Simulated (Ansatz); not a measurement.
WS$_{2}$

The calculation's input:

```
crystal:
  lattice:
    - [3.1268885683, 0.0, 0.0]
    - [0.0, 5.4159298698, 0.0]
    - [0.0, 0.0, 12.1559714659]
  atoms:
    - { symbol: W, position: [0.0, 0.3333333333, 0.25] }
    - { symbol: W, position: [0.5, 0.8333333333, 0.25] }
    - { symbol: W, position: [0.5, 0.1666666667, 0.75] }
    - { symbol: W, position: [1.0, 0.6666666667, 0.75] }
    - { symbol: S, position: [0.0, 0.3333333333, 0.6215153207] }
    - { symbol: S, position: [0.5, 0.8333333333, 0.6215153207] }
    - { symbol: S, position: [0.5, 0.1666666667, 0.1215153207] }
    - { symbol: S, position: [1.0, 0.6666666667, 0.1215153207] }
    - { symbol: S, position: [0.0, 0.3333333333, 0.8784846793] }
    - { symbol: S, position: [0.5, 0.8333333333, 0.8784846793] }
    - { symbol: S, position: [0.5, 0.1666666667, 0.3784846793] }
    - { symbol: S, position: [1.0, 0.6666666667, 0.3784846793] }
basis:
  ecutwfc: 420
kpoints:
  mp_grid: { grid: [8, 6, 2] }
hamiltonian:
  xc: lda
scf:
  occupations: { method: gaussian, width: 0.05 }
output:
  forces: true
  stress: true
  eigenvalues: true
  write_density: true
  write_potential: true
  elf: true
  volumetric_format: npy
```

Command:

```sh
ansatz run input.yaml --threads 2 --pin off --max-ram 5120MiB --backend cpu --events-out ev --progress --plain --runs-dir out
```

Space group P6₃/mmc.

Level of theory: DFT LDA, scalar-relativistic, plane waves, PAW (Ansatz 0.2.0).

In a PAW calculation such maps are meaningful between the atoms, not at the nuclei.

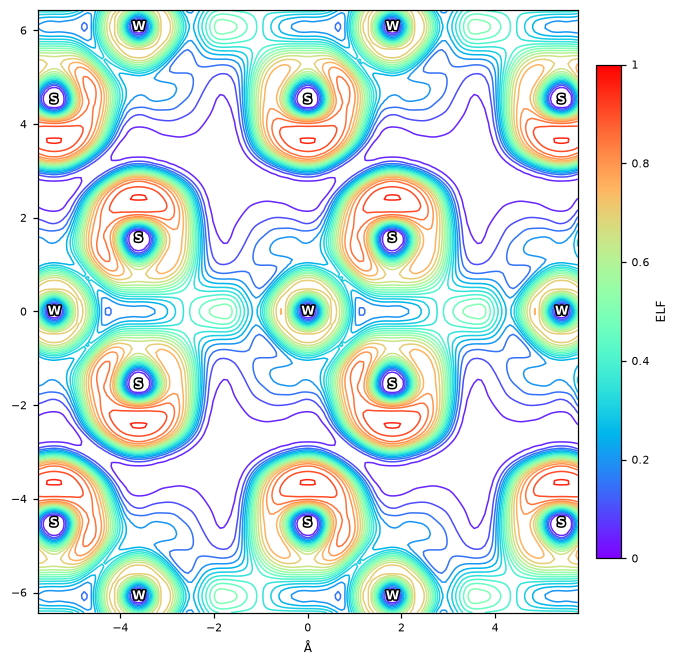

Figure 1. ELF on the (100) plane of the calculation cell.

> What do the fields say about this system?

The section cuts through W and S sites. W–S (2.39 Å): the ELF peaks at about 0.85 in the valence shell of S, 0.8 Å from its nucleus, and is about 0.50 at the midpoint. The features right at W lie inside the PAW spheres, where the map follows smoothed inner orbitals and isn't to be read closely.

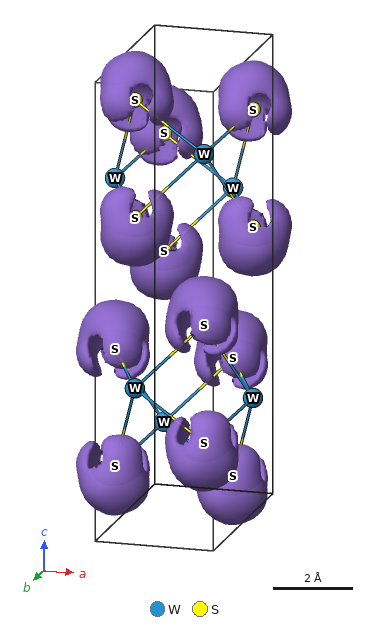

Figure 2. Isosurface of the electron localisation function at 0.8 (purple), seen at an oblique angle. Only the valence region is drawn (cores and ρ < 0.01 e/Å³ removed). Sticks mark near contacts.

> What do the ELF domains correspond to?

The surface consists of eight regions wrapped around S (the valence shell of each), counted in one cell of 12 atoms. Regions shared between cells count once.

> Does the calculation make it a metal, or give it a gap?

It is gapped, with a Kohn–Sham gap of 0.85 eV on the k-point mesh (the band edges may lie off the mesh, which would make the gap smaller).
